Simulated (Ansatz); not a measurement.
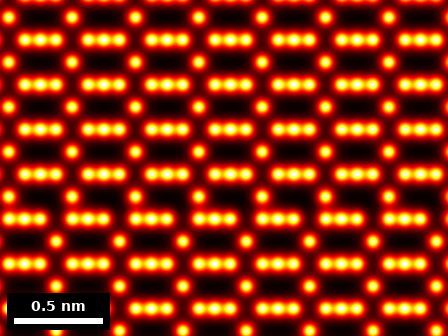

Integrated-DPC-like image of Pt (Pm-3n, No. 223) along [110]. Simulated as the projected potential of neutral atoms (B = 0.5 Å²) blurred by a 0.50 Å probe, the thin-sample limit of integrated differential phase contrast.

One planar defect was built into the perfect crystal by geometry alone, without relaxation. Host structure: the geometry relaxed with Ansatz 0.2.0, DFT, revPBE, plane waves (420 eV) with PAW, scalar-relativistic; the starting structure was generated, so it need not be a known form of this composition.

Where does the periodic pattern break, and how?

A planar fault (a stacking fault) runs horizontally about 12 Å below the top edge. The part above it is shifted along the boundary by 1/4 of the 3.60 Å repeat of the rows (0.9 Å to the right, the same as 2.7 Å to the left); both parts keep the same orientation.
